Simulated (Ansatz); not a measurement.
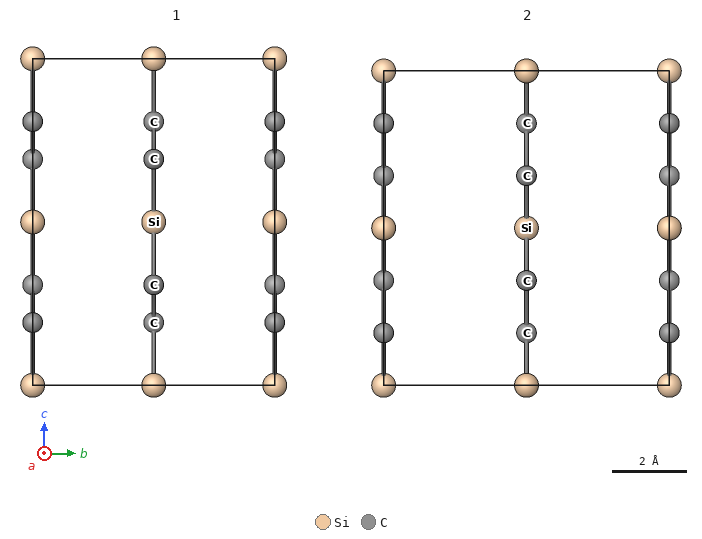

Two geometries of crystalline SiC2 (a generated structure, set up in Fmmm) (coarse preliminary run), drawn at one scale. One is the start of a relaxation, the other its converged end. A ball-and-stick model of the conventional cell (4 times the calculation's cell), seen along the a axis. Lengths and directions refer to the drawn axes.

Theory: DFT PBE, scalar-relativistic, plane waves, PAW (Ansatz 0.2.0). (plane-wave cutoff 420 eV; k-point mesh 4 × 4 × 4; occupations gaussian; smearing width 0.1 eV; no spin polarisation; cell and atoms relaxed; force threshold 0.04 eV/Å; at most 70 steps)

### Which geometry has the lower energy?

Structure 1 is the relaxed one. Over 8 accepted moves (11 points after the start) the energy falls by 1446 meV per atom. The largest force component goes from 22 to 0.012 eV/Å. Pressure: 36.66 GPa at the start and −0.10 GPa at the end. The line search rejected the trial steps at points 4, 9 of the run. The SCF was repeated once at an unchanged geometry on a basis and grid sized afresh for the cell, which shifted the energy by 0.3 meV per atom at most. The largest moves relative to the cell, 0.25 Å, are those of Si and C atoms. By element the largest moves are C 0.25 Å, Si 0.25 Å. The drawn cell changes as follows: a 4.930 → 4.988 Å (+1.2 %), b 7.759 → 6.575 Å (−15.3 %), c 8.538 → 8.868 Å (+3.9 %); the volume changes by −10.9 %. Some distances before and after: Si–Si 1.643 → 2.155 Å, Si–Si 3.286 → 2.833 Å, C–Si 1.643 → 1.837 Å, C–C 1.643 → 1.451 Å. Bond angles that change, for instance: C–Si–C 120.0° → 136.3°, C–C–C 120.0° → 135.1°, Si–C–C 120.0° → 111.8°. The space group stays Fmmm (No. 69).
